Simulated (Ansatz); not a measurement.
**Run report: SiO2, single-point calculation (part 2 of 2)**

Continued. System: SiO2 (48 atoms in the cell). Method: DFT PBE, scalar-relativistic, plane waves, PAW, no spin polarisation (Ansatz 0.2.0); cutoff 420 eV, 2×2×2 k-mesh, Gaussian smearing of 0.05 eV. The structure derives from an entry of the Crystallography Open Database.

Output, continued
```
--- Forces (eV/Å), atoms counted from 1 ---
  atom   1  Si    -0.02399678    -0.02399678     0.00000000
  atom   2  Si    -0.02399678    -0.02399678    -0.00000000
  atom   3  Si    -0.02399678    -0.02399678    -0.00000000
  atom   4  Si    -0.02399678    -0.02399678     0.00000000
  atom   5  Si     0.02399678    -0.02399678     0.00000000
  atom   6  Si     0.02399678    -0.02399678     0.00000000
  atom   7  Si     0.02399678    -0.02399678    -0.00000000
  atom   8  Si     0.02399678    -0.02399678     0.00000000
  atom   9  Si     0.02399678     0.02399678    -0.00000000
  atom  10  Si     0.02399678     0.02399678     0.00000000
  atom  11  Si     0.02399678     0.02399678     0.00000000
  atom  12  Si     0.02399678     0.02399678    -0.00000000
  atom  13  Si    -0.02399678     0.02399678     0.00000000
  atom  14  Si    -0.02399678     0.02399678     0.00000000
  atom  15  Si    -0.02399678     0.02399678    -0.00000000
  atom  16  Si    -0.02399678     0.02399678     0.00000000
  atom  17  O      0.05421933     0.00797650    -0.19467233
  atom  18  O      0.05421933     0.00797650    -0.19467233
  atom  19  O      0.05421933     0.00797650    -0.19467233
  atom  20  O      0.05421933     0.00797650    -0.19467233
  atom  21  O     -0.00797650     0.05421933    -0.19467233
  atom  22  O     -0.00797650     0.05421933    -0.19467233
  atom  23  O     -0.00797650     0.05421933    -0.19467233
  atom  24  O     -0.00797650     0.05421933    -0.19467233
  atom  25  O     -0.05421933    -0.00797650    -0.19467233
  atom  26  O     -0.05421933    -0.00797650    -0.19467233
  atom  27  O     -0.05421933    -0.00797650    -0.19467233
  atom  28  O     -0.05421933    -0.00797650    -0.19467233
  atom  29  O      0.00797650    -0.05421933    -0.19467233
  atom  30  O      0.00797650    -0.05421933    -0.19467233
  atom  31  O      0.00797650    -0.05421933    -0.19467233
  atom  32  O      0.00797650    -0.05421933    -0.19467233
  atom  33  O      0.05421933    -0.00797650     0.19467233
  atom  34  O      0.05421933    -0.00797650     0.19467233
  atom  35  O      0.05421933    -0.00797650     0.19467233
  atom  36  O      0.05421933    -0.00797650     0.19467233
  atom  37  O     -0.00797650    -0.05421933     0.19467233
  atom  38  O     -0.00797650    -0.05421933     0.19467233
  atom  39  O     -0.00797650    -0.05421933     0.19467233
  atom  40  O     -0.00797650    -0.05421933     0.19467233
  atom  41  O     -0.05421933     0.00797650     0.19467233
  atom  42  O     -0.05421933     0.00797650     0.19467233
  atom  43  O     -0.05421933     0.00797650     0.19467233
  atom  44  O     -0.05421933     0.00797650     0.19467233
  atom  45  O      0.00797650     0.05421933     0.19467233
  atom  46  O      0.00797650     0.05421933     0.19467233
  atom  47  O      0.00797650     0.05421933     0.19467233
  atom  48  O      0.00797650     0.05421933     0.19467233
  max |Σ_I F_I| component: 1.67e-16 eV/Å
--- Band table (eV) ---
  k-point 0: bands = ["-17.2694", "-16.7738", "-16.7738", "-16.7738", "-16.7738", "-16.3116", "-16.3116", "-16.2887", "-16.2887", "-16.2636", "-16.2636", "-15.8009", "-15.8009", "-15.8009", "-15.8009", "-15.1905", "-15.1905", "-15.1528", "-15.1528", "-15.1349", "-15.1324", "-15.1324", "-15.1273", "-15.1273", "-15.1273", "-15.1273", "-15.1273", "-15.1273", "-15.1273", "-15.1273", "-15.1177", "-15.1026", "-7.0093", "-6.0252", "-6.0252", "-6.0252", "-6.0252", "-5.1733", "-5.1733", "-5.0004", "-5.0004", "-4.9247", "-4.9247", "-3.8753", "-3.8753", "-3.8753", "-3.8753", "-3.4982", "-3.3935", "-3.3935", "-3.0775", "-3.0775", "-3.0775", "-3.0775", "-2.9835", "-2.9835", "-2.9835", "-2.9835", "-2.8603", "-2.6963", "-2.6963", "-2.6851", "-2.4882", "-2.4882", "-1.0644", "-1.0644", "-1.0644", "-1.0644", "-0.9917", "-0.9917", "-0.8570", "-0.8220", "-0.8220", "-0.7226", "-0.7226", "-0.3194", "-0.3194", "-0.2779", "-0.2779", "-0.2779", "-0.2779", "-0.1914", "-0.0200", "-0.0119", "-0.0119", "-0.0119", "-0.0119", "0.0458", "0.0458", "0.2406", "0.2406", "0.2406", "0.2406", "0.4262", "0.5673", "0.5856", "0.5856", "0.6920", "0.6920", "0.6920", "0.6920", "0.6982", "0.9122", "0.9122", "0.9345", "0.9345", "0.9699", "0.9699", "1.0477", "1.0477", "1.0477", "1.0477", "1.3312", "1.3312", "1.3312", "1.3312", "1.3895", "1.6464", "1.6464", "1.7336", "1.7336", "1.7548", "1.7548", "1.9987", "1.9987", "1.9987", "1.9987", "2.2295", "7.9342", "10.3776", "10.3776", "10.3776", "10.3776", "10.8070", "10.8070", "10.9286", "10.9286", "11.0292", "11.0292", "11.4528", "11.4528", "11.4528", "11.4528", "11.6841", "11.8060", "11.8060", "11.8462", "11.8462"]
  k-point 1: bands = ["-16.9953", "-16.9953", "-16.7864", "-16.7864", "-16.7864", "-16.7864", "-16.2982", "-16.2982", "-16.2746", "-16.2746", "-15.7547", "-15.7547", "-15.7547", "-15.7547", "-15.4961", "-15.4961", "-15.1663", "-15.1663", "-15.1663", "-15.1663", "-15.1653", "-15.1653", "-15.1609", "-15.1609", "-15.1379", "-15.1379", "-15.1287", "-15.1287", "-15.1241", "-15.1241", "-15.1241", "-15.1241", "-6.4208", "-6.4208", "-5.9759", "-5.9759", "-5.9759", "-5.9759", "-5.0152", "-5.0152", "-4.9403", "-4.9403", "-4.0822", "-4.0822", "-4.0822", "-4.0822", "-3.8799", "-3.8799", "-3.1723", "-3.1723", "-3.0138", "-3.0138", "-3.0138", "-3.0138", "-2.9785", "-2.9785", "-2.8809", "-2.8809", "-2.8809", "-2.8809", "-2.8403", "-2.8403", "-2.6571", "-2.6571", "-1.0550", "-1.0550", "-0.9393", "-0.9393", "-0.9393", "-0.9393", "-0.8828", "-0.8828", "-0.7371", "-0.7371", "-0.4603", "-0.4603", "-0.4603", "-0.4603", "-0.1305", "-0.1305", "-0.1305", "-0.1305", "-0.1257", "-0.1257", "-0.0896", "-0.0896", "0.0359", "0.0359", "0.2996", "0.2996", "0.3842", "0.3842", "0.5239", "0.5239", "0.5293", "0.5293", "0.5293", "0.5293", "0.7116", "0.7116", "0.7116", "0.7116", "0.7625", "0.7625", "0.9388", "0.9388", "0.9388", "0.9388", "1.0641", "1.0641", "1.2793", "1.2793", "1.3359", "1.3359", "1.3604", "1.3604", "1.3604", "1.3604", "1.5629", "1.5629", "1.6650", "1.6650", "1.9347", "1.9347", "1.9347", "1.9347", "1.9672", "1.9672", "9.2205", "9.2205", "10.0815", "10.0815", "10.0815", "10.0815", "10.7919", "10.7919", "11.1501", "11.1501", "11.3579", "11.3579", "11.6942", "11.6942", "11.7780", "11.7780", "11.7780", "11.7780", "12.0064", "12.0064"]
  k-point 2: bands = ["-17.0711", "-17.0711", "-16.6413", "-16.6413", "-16.6413", "-16.6413", "-16.6405", "-16.6405", "-15.9213", "-15.9213", "-15.9197", "-15.9197", "-15.9197", "-15.9197", "-15.4143", "-15.4143", "-15.1711", "-15.1711", "-15.1711", "-15.1711", "-15.1544", "-15.1544", "-15.1434", "-15.1434", "-15.1434", "-15.1434", "-15.1285", "-15.1285", "-15.1238", "-15.1238", "-15.1127", "-15.1127", "-6.5720", "-6.5720", "-5.7309", "-5.7309", "-5.7309", "-5.7309", "-5.6569", "-5.6569", "-4.3515", "-4.3515", "-4.3515", "-4.3515", "-4.2527", "-4.2527", "-3.6364", "-3.6364", "-3.2422", "-3.2422", "-3.2205", "-3.2205", "-3.0041", "-3.0041", "-2.8900", "-2.8900", "-2.8900", "-2.8900", "-2.7786", "-2.7786", "-2.7271", "-2.7271", "-2.7271", "-2.7271", "-1.0527", "-1.0527", "-0.9967", "-0.9967", "-0.9967", "-0.9967", "-0.6875", "-0.6875", "-0.5799", "-0.5799", "-0.5799", "-0.5799", "-0.5709", "-0.5709", "-0.2978", "-0.2978", "-0.1517", "-0.1517", "-0.1517", "-0.1517", "0.0007", "0.0007", "0.1798", "0.1798", "0.3032", "0.3032", "0.3093", "0.3093", "0.3093", "0.3093", "0.5074", "0.5074", "0.6360", "0.6360", "0.6684", "0.6684", "0.6684", "0.6684", "0.7742", "0.7742", "0.8582", "0.8582", "1.0977", "1.0977", "1.0977", "1.0977", "1.1937", "1.1937", "1.4103", "1.4103", "1.4553", "1.4553", "1.4553", "1.4553", "1.5432", "1.5432", "1.6477", "1.6477", "1.8623", "1.8623", "1.8623", "1.8623", "2.0674", "2.0674", "8.9415", "8.9415", "10.5065", "10.5065", "10.5065", "10.5065", "10.6136", "10.6136", "11.2298", "11.2298", "11.2298", "11.2298", "11.2487", "11.2487", "11.7344", "11.7344", "11.8046", "11.8046", "12.0438", "12.0438"]
  k-point 3: bands = ["-16.9928", "-16.9928", "-16.7884", "-16.7884", "-16.7884", "-16.7884", "-16.2840", "-16.2840", "-16.2840", "-16.2840", "-15.7599", "-15.7599", "-15.7599", "-15.7599", "-15.4897", "-15.4897", "-15.1774", "-15.1774", "-15.1774", "-15.1774", "-15.1578", "-15.1578", "-15.1578", "-15.1578", "-15.1288", "-15.1288", "-15.1284", "-15.1284", "-15.1224", "-15.1224", "-15.1224", "-15.1224", "-6.3468", "-6.3468", "-6.0099", "-6.0099", "-6.0099", "-6.0099", "-5.0516", "-5.0516", "-5.0516", "-5.0516", "-3.9772", "-3.9772", "-3.9772", "-3.9772", "-3.8087", "-3.8087", "-3.2370", "-3.2370", "-3.1543", "-3.1543", "-3.1543", "-3.1543", "-3.0007", "-3.0007", "-2.8552", "-2.8552", "-2.8552", "-2.8552", "-2.6539", "-2.6539", "-2.6539", "-2.6539", "-0.9032", "-0.9032", "-0.9032", "-0.9032", "-0.8535", "-0.8535", "-0.8535", "-0.8535", "-0.6836", "-0.6836", "-0.5259", "-0.5259", "-0.5259", "-0.5259", "-0.3867", "-0.3867", "-0.0843", "-0.0843", "-0.0843", "-0.0843", "0.0623", "0.0623", "0.0623", "0.0623", "0.1361", "0.1361", "0.1907", "0.1907", "0.1907", "0.1907", "0.5025", "0.5025", "0.5148", "0.5148", "0.7346", "0.7346", "0.7346", "0.7346", "0.8678", "0.8678", "0.8678", "0.8678", "1.0737", "1.0737", "1.2639", "1.2639", "1.2639", "1.2639", "1.5055", "1.5055", "1.5055", "1.5055", "1.5056", "1.5056", "1.6939", "1.6939", "1.6939", "1.6939", "1.7273", "1.7273", "1.7273", "1.7273", "1.8167", "1.8167", "9.3365", "9.3365", "10.0574", "10.0574", "10.0574", "10.0574", "11.2890", "11.2890", "11.2890", "11.2890", "11.4018", "11.4018", "11.4018", "11.4018", "11.4387", "11.4387", "11.9292", "11.9292", "11.9292", "11.9292"]
```

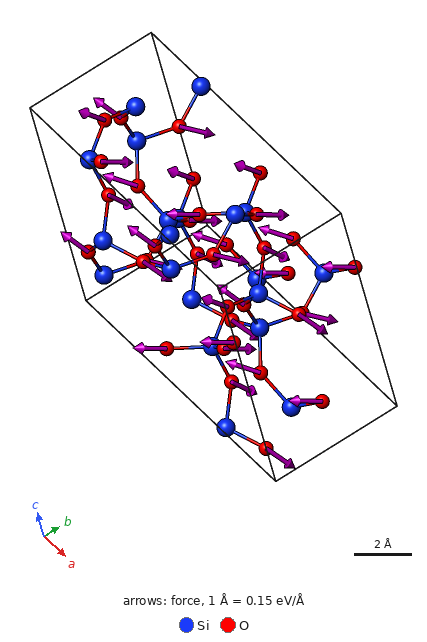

Figure 1. Forces on the atoms as pink arrows (ball-and-stick view of the cell of the calculation, seen slightly off an axis). The largest act on all 32 O atoms (0.20 eV/Å). Atoms are counted from 1 in the order of the input and aren't labelled in the picture. The geometry is not a stationary point of this energy.

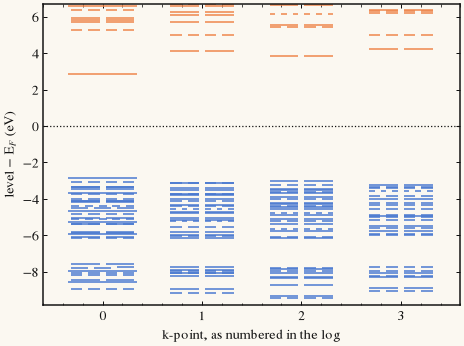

Figure 2. Kohn–Sham levels near the Fermi level (dotted) at the few k-points that the log prints; levels within 0.02 eV of each other stand side by side. Among these points the highest filled and lowest empty levels are 5.70 eV apart, which is the gap on the mesh.
